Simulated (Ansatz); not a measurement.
Geometry relaxation of MgO

MgO (F-43m, 2 atoms in the cell), computed with DFT PBE, scalar-relativistic, plane waves, PAW, no spin polarisation (Ansatz 0.2.0).

The structure was made by a generator, so it may or may not be a known phase. Figures and captions count atoms from 1; the log counts them from 0 in places.

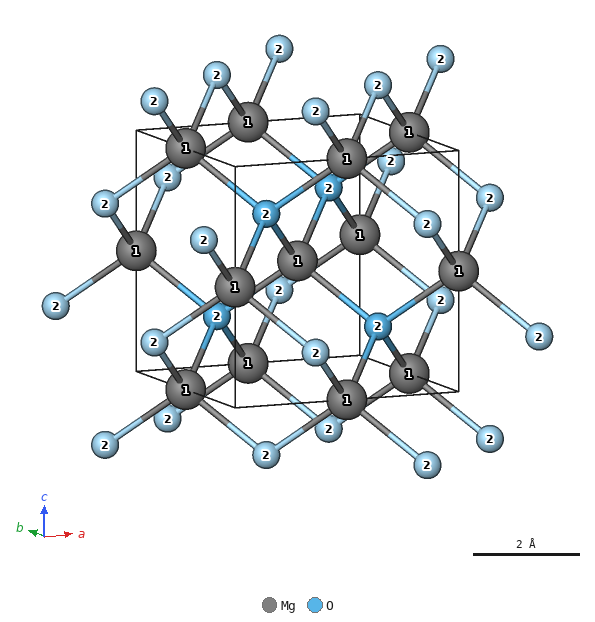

Figure 1. The structure as given in the input (ball-and-stick view of the cell 4 times as large as that of the calculation, set on its symmetry axes, seen slightly off an axis; neighbours outside the cell are drawn fainter; atoms are numbered from 1 in the order of the input). Near neighbours in the crystal (not all of them lie inside the picture): Mg has 4 O at 2.00 Å; O has 4 Mg at 2.00 Å.

The input
```yaml
crystal:
  lattice:
    - [0.0, 2.3061620622, 2.3061620622]
    - [2.3061620622, 0.0, 2.3061620622]
    - [2.3061620622, 2.3061620622, 0.0]
  atoms:
    - { symbol: Mg, position: [0.5, 0.5, 0.5] }
    - { symbol: O, position: [0.25, 0.25, 0.25] }
basis:
  ecutwfc: 420
kpoints:
  mp_grid: { grid: [8, 8, 8] }
hamiltonian:
  xc: pbe
scf:
  occupations: { method: fixed }
output:
  forces: true
  stress: true
  eigenvalues: true
  write_density: true
  write_potential: true
  elf: true
  volumetric_format: npy
relax:
  adjacent_minimum: "off"
  f_tol: 0.001
  max_steps: 60
  cell: { stress_tol: 0.01 }
```

Run as:
```bash
ansatz run input.yaml --threads 1 --pin off --max-ram 2560MiB --backend cpu --events-out ev --progress --plain --runs-dir out
```

Output
```
Engine: ansatz 0.2.0, x86_64-unknown-linux-gnu
Pseudopotentials: kind: paw
Pseudopotential: Mg, paw, valence charge 10, recommended cutoff 420 eV (normal), Mg.paw.azcp
Pseudopotential: O, paw, valence charge 6, recommended cutoff 420 eV (normal), O.paw.azcp
Functional definition: PBE
  parameter kappa = 0.804
  parameter beta = 0.06672455060314922
  exchange = pbe_x(kappa = kappa, mu = beta*pi^2/3)
  correlation = pbe_c(beta = beta)
Crystal: 2 atoms, lattice volume = 24.530 Å³
Basis set: ecut = 420 eV, 531 PW (Γ), exchange–correlation on 48×48×48 points (8 copies of the dense FFT grid, shifted against one another)
Bands: 12, of which v1, the nominal top of the filled ones, is band 8 counted from 1 (7 counted from 0)
Symmetry: 24 space group operations
Space group: F-43m (ITA 216), of the structure as read, at distance tolerance 2.9e-5 Å
k-points: 29 of 512 (time reversal used)
Non-local potential: Mg, projectors of the file, l = 0: 3, l = 1: 2, l = 2: 1
Non-local potential: O, projectors of the file, l = 0: 2, l = 1: 2, l = 2: 1
PAW form: soft (Blöchl's): semilocal exchange-correlation on the pseudo side does not see the compensation charge
PAW one-centre angular grid: Mg, 110 points (default); XC on 64 Gauss nodes
PAW one-centre angular grid: O, 110 points (default); XC on 64 Gauss nodes
Initial density: superposition of atomic densities (neutral atoms: chi_scale 0, normalization atom), corrected by the library's trained network
Initial wavefunctions: pseudopotential atomic-orbital guess
Functional: x = pbe(κ = 0.804, μ = 0.2195149727645171), c = pbe(β = 0.06672455060314922)
SCF iter   1: F=—  HF=-2493.937757 eV  |F-HF|=—  |Δ(HF+E_count)|=         —  Δρ=1.32e-3  dr2=3.99e-4  ethr=1.77e-3  ⟨swp⟩=4.7  Hψ=1844  notcnv=0  defer=43
preconditioner: auto → none  [insulator: Δε(μ)=3.467 eV  Ē_g=16.500 eV  n_scr=8 (ndim 8)  ℏωp=21.2 eV  f_vac=0.011  ε∞_Penn≈2.7]
SCF iter   2: F=—  HF=-2493.937600 eV  |F-HF|=—  |Δ(HF+E_count)|=   1.57e-4  Δρ=8.69e-4  dr2=1.09e-4  ethr=2.49e-6  ⟨swp⟩=2.0  Hψ=756  notcnv=0  defer=56
SCF iter   3: F=—  HF=-2493.937576 eV  |F-HF|=—  |Δ(HF+E_count)|=   2.40e-5  Δρ=2.73e-4  dr2=1.22e-5  ethr=6.83e-7  ⟨swp⟩=2.0  Hψ=493  notcnv=0  defer=56
SCF iter   4: F=—  HF=-2493.937639 eV  |F-HF|=—  |Δ(HF+E_count)|=   6.26e-5  Δρ=4.60e-5  dr2=2.47e-7  ethr=7.61e-8  ⟨swp⟩=2.1  Hψ=611  notcnv=0  defer=54
iter 5 did not close the SCF: its close was put off for the readings that it lacked (scf_convergence_deferred on its scf_iter line)
SCF iter   5: F=-2493.937639 eV  HF=-2493.937639 eV  |F-HF|=1.63e-8  |Δ(HF+E_count)|=   2.78e-7  Δρ=1.43e-5  dr2=2.40e-8  ethr=1.55e-9  ⟨swp⟩=2.2  Hψ=562  notcnv=0  defer=56
SCF iter   6: F=-2493.937639 eV  HF=-2493.937639 eV  |F-HF|=2.03e-9  |Δ(HF+E_count)|=   2.39e-9  Δρ=3.58e-6  dr2=1.29e-9  ethr=1.50e-10  ⟨swp⟩=8.7  Hψ=2348  notcnv=0
SCF 1 converged in 6 iterations: F = -2493.937639 eV  dr2 = 1.29e-9
  greatest PAW one-centre occupation: 1.000 electrons in one spin orbital (limit 2), on the Mg atom at site 0 (counted from 0), in its partial waves of l = 0
relax step   1: F+E_penalty+E_count = -2493.93763884 eV  Δ(F+E_penalty+E_count) = +0.000e0 eV  max|allowed force component| = 1.457e-16 eV/Å  Δτ_max = 0.0000 Å  P = +0.006 GPa  Ω = 24.530 Å³  (6 SCF iters, dr2 threshold 1.00e-7 eV, accepted)
Initial density: handed on by an earlier stage of this run
Initial wavefunctions: pseudopotential atomic-orbital guess (no wavefunctions were taken with the density)
iter 1 solved again at ethr=2.57e-9 eV; its pass at ethr=3.10e-3 eV (dr2=4.12e-7 eV) is discarded
SCF iter   1: F=—  HF=-2493.937580 eV  |F-HF|=—  |Δ(HF+E_count)|=         —  Δρ=6.53e-6  dr2=6.10e-9  ethr=2.57e-9  ⟨swp⟩=3.5  Hψ=2923  notcnv=0  defer=56
preconditioner: auto → none  [insulator: Δε(μ)=3.482 eV  Ē_g=16.509 eV  n_scr=8 (ndim 8)  ℏωp=21.2 eV  f_vac=0.014  ε∞_Penn≈2.6]
SCF iter   2: F=—  HF=-2493.937639 eV  |F-HF|=—  |Δ(HF+E_count)|=   5.93e-5  Δρ=6.45e-6  dr2=8.10e-9  ethr=3.81e-11  ⟨swp⟩=3.0  Hψ=688  notcnv=0  defer=56
SCF iter   3: F=—  HF=-2493.937639 eV  |F-HF|=—  |Δ(HF+E_count)|=   2.08e-9  Δρ=1.89e-6  dr2=5.31e-10  ethr=3.81e-11  ⟨swp⟩=2.1  Hψ=424  notcnv=0  defer=56
SCF iter   4: F=—  HF=-2493.937639 eV  |F-HF|=—  |Δ(HF+E_count)|=  7.46e-11  Δρ=3.68e-7  dr2=1.88e-11  ethr=3.32e-12  ⟨swp⟩=2.0  Hψ=580  notcnv=0  defer=56
SCF iter   5: F=—  HF=-2493.937639 eV  |F-HF|=—  |Δ(HF+E_count)|=  1.59e-11  Δρ=1.38e-7  dr2=2.43e-12  ethr=1.17e-13 (applied; sched 1.00e-12)  ⟨swp⟩=2.0  Hψ=580  notcnv=0  defer=56
SCF iter   6: F=-2493.937639 eV  HF=-2493.937639 eV  |F-HF|=4.55e-13  |Δ(HF+E_count)|=  3.18e-12  Δρ=5.24e-8  dr2=3.75e-13  ethr=1.00e-12  ⟨swp⟩=8.1  Hψ=1698  notcnv=0
SCF 2 converged in 6 iterations: F = -2493.937639 eV  dr2 = 3.75e-13
relax step   2: F+E_penalty+E_count = -2493.93763884 eV  Δ(F+E_penalty+E_count) = -8.722e-10 eV  max|allowed force component| = 1.596e-16 eV/Å  Δτ_max = 0.0000 Å  P = +0.006 GPa  Ω = 24.530 Å³  stress off target by 5.80e-3 GPa  SCF on the basis re-selected at this cell (its energy is not comparable with the rows above)  (6 SCF iters)
```

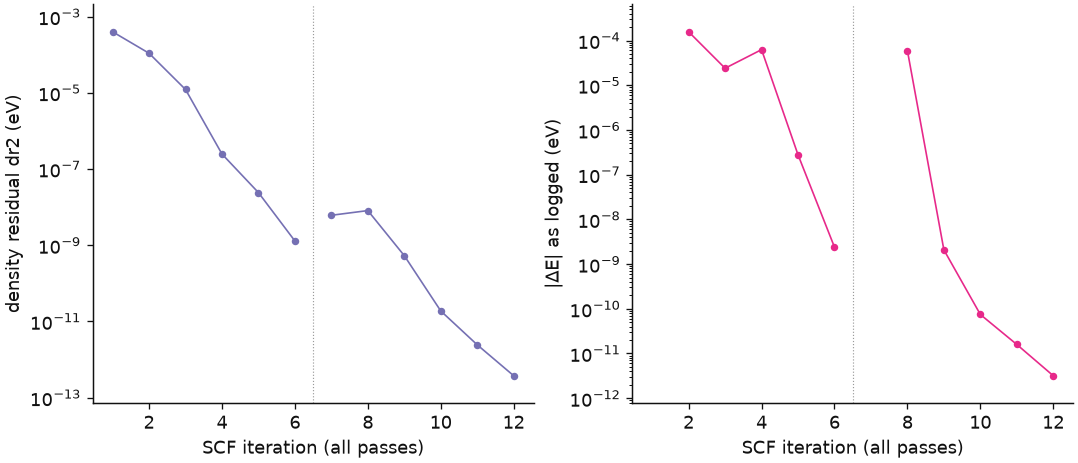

Figure 2. Convergence of the self-consistent field: density residual dr2 and size of the energy change against the SCF iteration. The dotted lines part the SCF passes of the relaxation: geometry steps, rejected trials and re-solves on a re-selected basis. The passes take 6 and 6 iterations.

```
basis re-selected at this cell: Δ(F+E_penalty+E_count) = -8.722e-10 eV, ΔP = -0.000 GPa vs the last step (what re-selecting the basis moved, of the pressure what is left beyond the Pulay correction that the steps carried, after the strain that the cell walked since its last selection, with what the two solves' SCF thresholds leave and, on support functions, any second-order correction that the steps lacked; it is no measure of the basis error at this ecutwfc). This SCF's stress stands 5.80e-3 GPa from its target on what of the cell is left free (relax.cell.stress_tol is 1.00e-2 GPa) and its largest allowed force component is 1.60e-16 eV/Å (relax.f_tol is 1.00e-3 eV/Å): within both
SCF converged after 6 iterations
Free energy (F): -2493.937639 eV
Harris-Foulkes:  -2493.937639 eV  (|F-HF|=4.55e-13)
Internal energy: -2493.937639 eV  (E = F + TS)
E sigma→0 (E₀):  -2493.937639 eV
Fermi energy:    4.400013 eV
--- Per-component energies (eV) ---
  E_band       = -340.563630
  E_kinetic    = 253.470500
  E_local      = -1884.093206  (includes V_loc(G=0)·N_el)
  E_nonlocal   = 143.018859
  E_hartree    = 671.438550
  E_xc         = -104.305345
  E_vxc        = -133.542692  (∫ρ·V_xc dr)
  E_paw        = -449.905337  (= ΣΔE_a)
  E_vpaw       = -62.296678  (= ΣTr[D̂ρ^β])
  E_aug_tail   = 0.002491  (compensation charges beyond the density's cutoff)
  E_ewald      = -1123.564150
  E_smearing   = -0.000000  (= −TS)
  E_closure    = 0.000000  (closes the sum)
  Σ components = -2493.937639   (vs F -2493.937639, Δ=0.00e0)
--- Forces (eV/Å), atoms counted from 1 ---
  atom   1  Mg    -0.00000000     0.00000000    -0.00000000
  atom   2  O      0.00000000    -0.00000000    -0.00000000
  max |Σ_I F_I| component: 2.36e-16 eV/Å
--- Stress (GPa, compression-positive) ---
        0.005804       0.000000      -0.000000
        0.000000       0.005804       0.000000
       -0.000000       0.000000       0.005804
  P = ⅓ Tr σ = 0.0058 GPa (0.058 kbar)
--- Band table (eV; the first three rows and the last of 29) ---
  k-point 0: bands = ["-67.2720", "-34.0166", "-34.0166", "-34.0166", "-11.4049", "4.4000", "4.4000", "4.4000", "7.8822", "20.9043", "20.9043", "20.9043"]
  k-point 1: bands = ["-67.2717", "-34.0220", "-34.0173", "-34.0173", "-11.3161", "3.7267", "4.3735", "4.3735", "8.6910", "19.6057", "20.8374", "20.8374"]
  k-point 2: bands = ["-67.2707", "-34.0350", "-34.0191", "-34.0191", "-11.0944", "2.6118", "4.3091", "4.3091", "10.2066", "17.3423", "19.9673", "19.9673"]
  k-point 28: bands = ["-67.2686", "-34.0459", "-34.0367", "-34.0295", "-10.5644", "2.6987", "2.8107", "3.3916", "12.0109", "15.8017", "17.8801", "17.9988"]
--- Relaxed structure (1 steps of the walk, 1 accepted, 1 SCFs on fresh bases) ---
  F+E_penalty+E_count = -2493.93763884 eV   max|allowed force component| = 1.596e-16 eV/Å   (the final SCF, on the basis selected at the relaxed cell)
  cell:  # Å, volume = 24.5301 Å³
    - [0.0, 2.3061620622, 2.3061620622]
    - [2.3061620622, 0.0, 2.3061620622]
    - [2.3061620622, 2.3061620622, 0.0]
  atoms:
    - { symbol: Mg, position: [0.5, 0.5, 0.5] }
    - { symbol: O, position: [0.25, 0.25, 0.25] }
```

Trajectory as extended XYZ (Å, eV, eV/Å), 2 frames, from step=1 to step=2
```
2
Lattice="0.0000 2.3062 2.3062 2.3062 0.0000 2.3062 2.3062 2.3062 0.0000" Properties=species:S:1:pos:R:3:forces:R:3 step=1 energy=-2493.93764 pressure_GPa=0.01
Mg    2.3062    2.3062    2.3062    0.0000   0.0000   0.0000
O     1.1531    1.1531    1.1531    0.0000   0.0000   0.0000
2
Lattice="0.0000 2.3062 2.3062 2.3062 0.0000 2.3062 2.3062 2.3062 0.0000" Properties=species:S:1:pos:R:3:forces:R:3 step=2 energy=-2493.93764 pressure_GPa=0.01
Mg    2.3062    2.3062    2.3062    0.0000   0.0000   0.0000
O     1.1531    1.1531    1.1531    0.0000   0.0000   0.0000
```

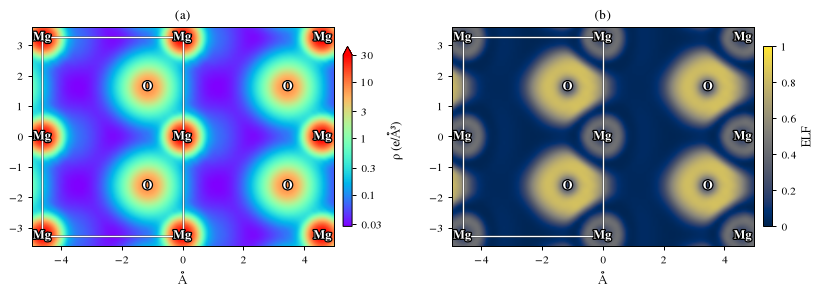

Figure 3. (a) valence pseudo-density; (b) electron localisation function on the (011) plane of the conventional cell. Atoms in the plane: Mg and O. Mg–O (2.00 Å): ρ at the midpoint is about 0.43 e/Å³; the ELF is about 0.35 at the midpoint. Away from the nuclei the density in this plane falls to 0.03 e/Å³ at its lowest. In a PAW calculation such maps are meaningful between the atoms, not at the nuclei.

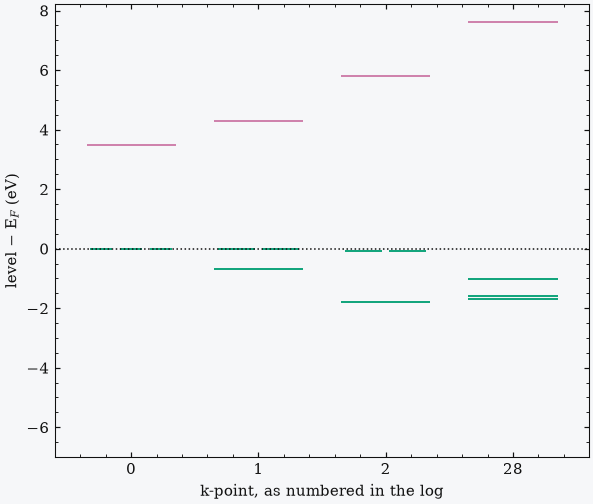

Figure 4. Kohn–Sham levels near the Fermi level (dotted) at the few k-points that the log prints; levels within 0.02 eV of each other stand side by side. Among these points the highest filled and lowest empty levels are 3.48 eV apart, which is the gap on the mesh.

Summary

- outcome: converged
- space group (tolerance 0.01 Å): F-43m (216)
- electrons treated: 16
- free energy: −2493.9376 eV
- Fermi energy: 4.400 eV
- gap on the k-point mesh: 3.48 eV
- pressure: 0.01 GPa
- final volume: 24.53 Å³
- largest force (length of the vector) at the end: under 0.001 eV/Å
- final cell: a = 3.261 Å, b = 3.261 Å, c = 3.261 Å, α = 60.00°, β = 60.00°, γ = 60.00°
- hardware: 1 thread of Intel Xeon @ 2.90GHz (Ice Lake), 192 GiB of memory available, shared host
- wall time: 2.4 s
- peak memory: 0.32 GiB
